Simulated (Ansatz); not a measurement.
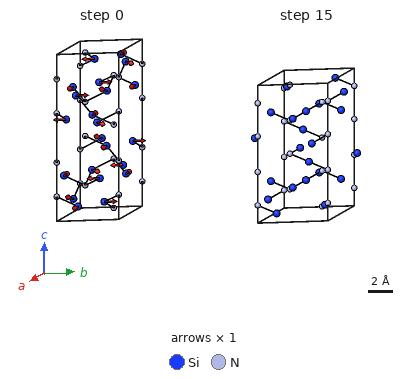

The structure of crystalline Si3N2 (built on the corundum_167 type) (coarse preliminary run) before (left) and after (right) a relaxation, at one scale. The red arrows give the displacements (the part carried along by the change of the cell is left out), at their true length.

Style: ball-and-stick. Shown: the conventional cell (3 times the calculation's cell), slightly off an axis. Lengths and directions refer to the drawn axes.

Case: anti-corundum type (R-3c, No. 167).

All numbers below come from Ansatz, DFT PBE, scalar-relativistic, plane waves, PAW.

The input:
```yaml
crystal:
  lattice:
    - [2.667457493, 1.5400573016, 4.8551732109]
    - [-2.667457493, 1.5400573016, 4.8551732109]
    - [0.0, -3.0801146033, 4.8551732109]
  atoms:
    - { symbol: Si, position: [0.05625, 0.44375, 0.75] }
    - { symbol: Si, position: [0.75, 0.05625, 0.44375] }
    - { symbol: Si, position: [0.44375, 0.75, 0.05625] }
    - { symbol: Si, position: [0.94375, 0.55625, 0.25] }
    - { symbol: Si, position: [0.25, 0.94375, 0.55625] }
    - { symbol: Si, position: [0.55625, 0.25, 0.94375] }
    - { symbol: "N", position: [0.85218, 0.85218, 0.85218] }
    - { symbol: "N", position: [0.64782, 0.64782, 0.64782] }
    - { symbol: "N", position: [0.14782, 0.14782, 0.14782] }
    - { symbol: "N", position: [0.35218, 0.35218, 0.35218] }
basis:
  ecutwfc: 420
kpoints:
  mp_grid: { grid: [6, 6, 6] }
hamiltonian:
  xc: pbe
scf:
  occupations: { method: gaussian, width: 0.1 }
  lower_state_search: "off"
output:
  forces: true
  stress: true
  eigenvalues: true
relax:
  adjacent_minimum: "off"
  f_tol: 0.04
  max_steps: 70
  cell: { stress_tol: 0.4 }
```

Command:
```bash
ansatz run input.yaml --threads 1 --pin off --max-ram 2560MiB --backend cpu --events-out ev --progress --plain --runs-dir out
```

Question: Describe what moved and what it gained.

Answer: After 13 accepted moves (15 points after the start) the energy has fallen by 447 meV per atom. The largest force component goes from 0.86 to 0.0058 eV/Å. The pressure goes from −1.02 to 0.02 GPa. The SCF was repeated twice at an unchanged geometry on a basis and grid sized afresh for the cell, which shifted the energy by 12.8 meV per atom at most. The largest moves relative to the cell, 1.17 Å, are those of Si1, Si2, Si3, Si4, Si5 and Si6. Si5 goes along −b. By element the largest moves are Si 1.17 Å, N 0.22 Å. The volume changes by +5.1 %, with a = b 5.335 → 6.022 Å (+12.9 %), c 14.566 → 12.017 Å (−17.5 %). Some distances before and after: Si1–Si2 2.830 → 5.215 Å, Si1–N7 2.210 → 3.342 Å, Si1–Si4 2.937 → 4.012 Å, Si1–Si5 3.055 → 2.652 Å. Bond angles that change, for instance: N9–Si3–N10 120.4° → 180.0°, Si1–N10–Si2 101.2° → 111.2°. The space group (tolerance 0.01 Å) goes from R-3c (No. 167) to R-3m (No. 166).
